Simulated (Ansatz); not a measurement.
# Single-point calculation, with input and output: NbN (part 2 of 2)

Continued. System: NbN (slab, 24 atoms in the cell). Method: DFT PBE+D3(BJ), scalar-relativistic, plane waves, PAW, no spin polarisation (Ansatz 0.2.0); cutoff 420 eV, 4×4×1 k-mesh, Gaussian smearing of 0.1 eV. The structure derives from an entry of the Crystallography Open Database. It belongs to a series of runs on one base structure; here: the slab at its places in the relaxed adsorbed structure.

Geometry of the input (Å; fractional positions):
```
6.2012  0.0000  0.0000
-3.1006  5.3704  0.0000
0.0000  0.0000  26.4306
Nb 0.1667  0.3333  0.3027
Nb 0.1667  0.8333  0.3027
Nb 0.6667  0.3333  0.3027
Nb 0.6667  0.8333  0.3027
N  0.3333  0.1667  0.3506
N  0.3333  0.6667  0.3506
N  0.8333  0.1667  0.3506
N  0.8333  0.6667  0.3506
Nb 0.5000  0.5000  0.3985
Nb 0.5000  0.0000  0.3985
Nb -0.0000  0.5000  0.3985
Nb 0.0000  0.0000  0.3985
N  0.6881  0.3436  0.4457
N  0.6718  0.8377  0.4464
N  0.1544  0.3399  0.4453
N  0.1537  0.8183  0.4454
Nb 0.8377  0.6824  0.5037
Nb 0.8446  0.1870  0.5062
Nb 0.3467  0.6922  0.4997
Nb 0.3399  0.1749  0.4864
N  0.0086  0.5145  0.5358
N  0.0032  0.0100  0.5334
N  0.5028  0.5108  0.5313
N  0.5100  0.0108  0.5339
```

### Output, continued
```
  k-point 1: bands = ["-54.3186", "-54.1091", "-54.0500", "-54.0466", "-54.0428", "-53.9701", "-53.9501", "-53.3930", "-53.3611", "-53.3066", "-53.2869", "-53.2817", "-30.7904", "-30.7663", "-30.7411", "-30.6507", "-30.5912", "-30.5726", "-30.5692", "-30.3595", "-30.2682", "-30.2507", "-30.2261", "-30.2004", "-30.1880", "-30.1573", "-30.1289", "-30.1096", "-30.0750", "-30.0352", "-30.0174", "-29.9836", "-29.9250", "-29.6615", "-29.6531", "-29.6183", "-29.5659", "-29.5239", "-29.5036", "-29.4972", "-29.4730", "-29.4666", "-29.3989", "-29.2516", "-29.2489", "-29.1706", "-29.1400", "-29.0614", "-14.5840", "-14.0983", "-14.0674", "-14.0221", "-13.6123", "-13.3932", "-13.3192", "-13.2562", "-12.1960", "-11.8874", "-11.7545", "-11.6903", "-5.7900", "-5.7501", "-5.6438", "-5.5196", "-4.8047", "-4.6121", "-4.5755", "-4.4601", "-4.2507", "-4.2328", "-4.0867", "-4.0550", "-4.0200", "-3.8965", "-3.8394", "-3.7385", "-3.6119", "-3.5529", "-3.4361", "-3.3531", "-3.3093", "-3.1668", "-3.0691", "-2.8010", "-2.7732", "-2.6858", "-2.4515", "-2.1189", "-1.5793", "-1.3463", "-1.2197", "-1.1691", "-0.9982", "-0.8842", "-0.8000", "-0.7570", "-0.3948", "-0.2101", "-0.1901", "0.4966", "1.0024", "1.4532", "1.7163", "1.7770", "1.8448", "1.8575", "1.8932", "2.0036", "2.1243", "2.4056", "2.8187", "2.8734", "3.0494", "3.0779", "3.1954", "3.2914", "3.2989", "3.3520", "3.5007", "3.5562", "3.6667", "3.8080", "3.9175", "3.9880", "4.0128", "4.1230", "4.1615", "4.2205", "4.2640", "4.3450", "4.4363", "4.4903"]
  k-point 2: bands = ["-54.3163", "-54.0950", "-54.0625", "-54.0464", "-54.0414", "-53.9651", "-53.9606", "-53.3935", "-53.3367", "-53.3286", "-53.2869", "-53.2843", "-30.7249", "-30.6506", "-30.5808", "-30.5760", "-30.5489", "-30.4748", "-30.4374", "-30.3844", "-30.3602", "-30.3081", "-30.2873", "-30.2825", "-30.2559", "-30.2375", "-30.1851", "-30.1400", "-30.1271", "-30.0687", "-30.0234", "-29.9937", "-29.9552", "-29.6125", "-29.5901", "-29.5812", "-29.5260", "-29.5110", "-29.5074", "-29.4738", "-29.4624", "-29.4225", "-29.3824", "-29.3781", "-29.3237", "-29.3108", "-29.1166", "-29.1162", "-14.1362", "-14.1112", "-13.8424", "-13.8316", "-13.6839", "-13.5648", "-13.4726", "-13.3781", "-12.1776", "-12.0526", "-11.8161", "-11.7687", "-5.3172", "-5.2915", "-5.2192", "-5.0902", "-4.7081", "-4.6499", "-4.5987", "-4.5353", "-4.2974", "-4.1875", "-4.1772", "-4.1181", "-4.0831", "-3.9901", "-3.9355", "-3.8631", "-3.8254", "-3.6849", "-3.4753", "-3.4174", "-3.3867", "-3.3290", "-3.0503", "-2.8973", "-2.8699", "-2.7285", "-2.3974", "-2.2860", "-1.7229", "-1.4637", "-1.3696", "-1.2735", "-1.0752", "-0.8289", "-0.6710", "-0.6506", "-0.2046", "-0.0051", "0.5255", "0.5733", "0.9414", "1.0454", "1.0689", "1.0953", "1.7133", "1.9245", "2.0308", "2.1678", "2.3825", "2.4868", "2.5584", "2.6787", "2.8250", "2.8288", "2.9259", "3.0044", "3.0901", "3.1357", "3.3131", "3.4491", "3.6832", "3.7536", "3.8086", "3.8267", "3.8709", "4.0203", "4.1643", "4.2506", "4.2770", "4.3833", "4.4878", "4.5058"]
  k-point 9: bands = ["-54.3163", "-54.0894", "-54.0742", "-54.0434", "-54.0380", "-53.9674", "-53.9586", "-53.3935", "-53.3401", "-53.3227", "-53.2946", "-53.2792", "-30.7277", "-30.6811", "-30.5876", "-30.5825", "-30.5564", "-30.4729", "-30.4119", "-30.3723", "-30.3432", "-30.3080", "-30.3018", "-30.2703", "-30.2449", "-30.2000", "-30.1736", "-30.1446", "-30.1297", "-30.0858", "-30.0446", "-29.9995", "-29.9679", "-29.6198", "-29.5911", "-29.5808", "-29.5338", "-29.5009", "-29.4919", "-29.4819", "-29.4636", "-29.4196", "-29.3853", "-29.3710", "-29.3241", "-29.3088", "-29.1299", "-29.1070", "-14.1416", "-14.0990", "-13.8421", "-13.8206", "-13.6302", "-13.6216", "-13.4293", "-13.4078", "-12.2506", "-12.0130", "-11.8770", "-11.7252", "-5.3504", "-5.2707", "-5.2309", "-5.0864", "-4.6699", "-4.6363", "-4.6062", "-4.5523", "-4.2624", "-4.2002", "-4.1834", "-4.1255", "-4.0414", "-3.9495", "-3.9163", "-3.8657", "-3.8243", "-3.7012", "-3.4762", "-3.4423", "-3.3783", "-3.3162", "-3.0207", "-3.0105", "-2.8815", "-2.6943", "-2.5816", "-2.3554", "-1.7560", "-1.4690", "-1.3581", "-1.1875", "-0.9418", "-0.7020", "-0.6812", "-0.5931", "-0.1813", "-0.0440", "0.5166", "0.5720", "0.9509", "1.0487", "1.0700", "1.1018", "1.7104", "1.9213", "2.0916", "2.1743", "2.2649", "2.4246", "2.5577", "2.6864", "2.8328", "2.8767", "2.9339", "3.0109", "3.1324", "3.1759", "3.2645", "3.4483", "3.6863", "3.7574", "3.8159", "3.8226", "3.9131", "4.0190", "4.2106", "4.2776", "4.3602", "4.4191", "4.4972", "4.5456"]
```

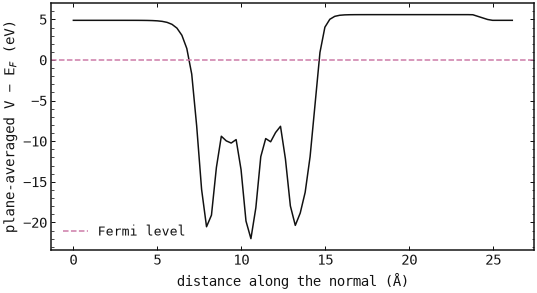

Plane average of the electrostatic potential energy of an electron across the cell, from the Fermi level. The vacuum level lies 5.58 eV above the Fermi level on the upper side and 4.88 eV on the lower.

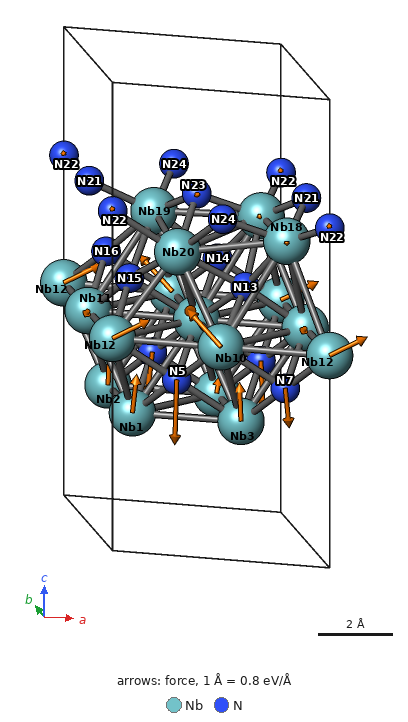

Forces on the atoms as orange arrows (ball-and-stick view of the cell of the calculation, with the vacuum cut short, seen slightly off an axis; atoms are numbered from 1 in the order of the input); the smallest are left out. The largest act on N5 (1.49 eV/Å); Nb10 (1.15 eV/Å); N8 (1.09 eV/Å); N6 (1.02 eV/Å), among others. The geometry is not a stationary point of this energy.

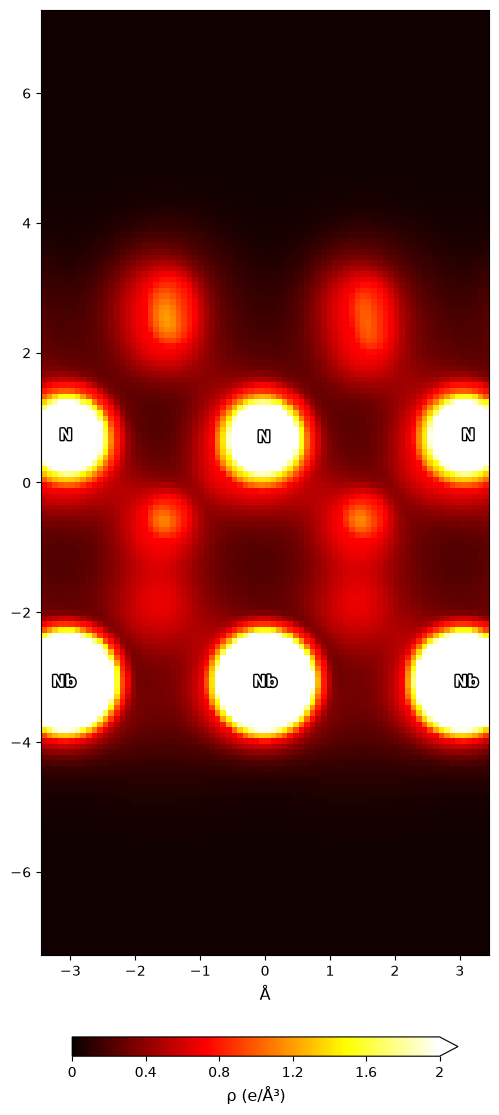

Valence charge density (pseudo) on the (11̄0) plane of the calculation cell, a cut from vacuum to vacuum. The density dies away to nearly zero in the vacuum. In a PAW calculation such maps are meaningful between the atoms, not at the nuclei.

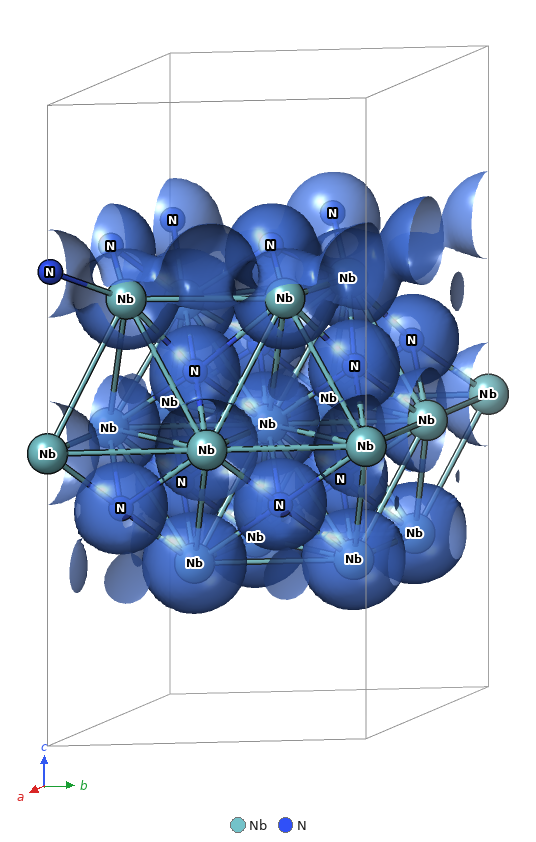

Isosurface of the valence electron density at 0.6 e/Å³ (blue), seen slightly off an axis. Sticks mark near contacts. At this value the density is joined into sheets; it holds about 75 % of the electrons treated as valence (semicore included). It is pinched off along the Nb–Nb (2.91 Å) contacts. On the grid the lowest density along these lines, outside the cores, is 1.1 e/Å³ (Nb–N, 1.93 Å), 0.3 e/Å³ (Nb–Nb, 2.91 Å), 0.92 e/Å³ (Nb–N, 2.00 Å) and 0.8 e/Å³ (Nb–N, 2.05 Å).
